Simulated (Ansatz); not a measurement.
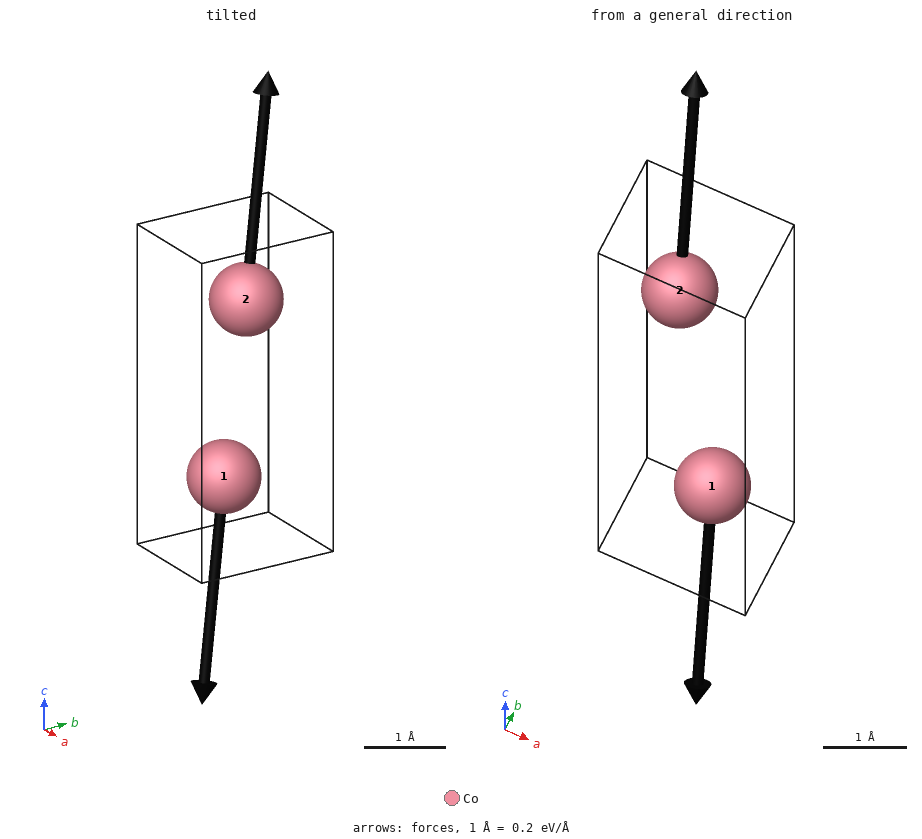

View slightly off an axis and from a general direction, drawn as a spheres-only model. The lines enclose the simulation cell; boundary atoms appear with their images. The arrows are the computed forces on the atoms.

System: Co. Computational set-up: DFT PBEsol, scalar-relativistic, plane waves, PAW in Ansatz, plane-wave cutoff 420 eV, a 24×24×12 mesh of k-points, Gaussian smearing of 0.15 eV, collinear spins.

Q: Is this an equilibrium geometry?

A: No. The atoms still feel forces of up to about 0.49 eV/Å, far above a usual threshold of 0.01 to 0.03 eV/Å.

Q: Name the atom under the greatest force.

A: Co1 and Co2, about 0.49 eV/Å.

It goes back to a structure listed in the Materials Project. The cell was then strained or its atoms displaced on purpose. Ansatz was used for an electronic-structure calculation on it.
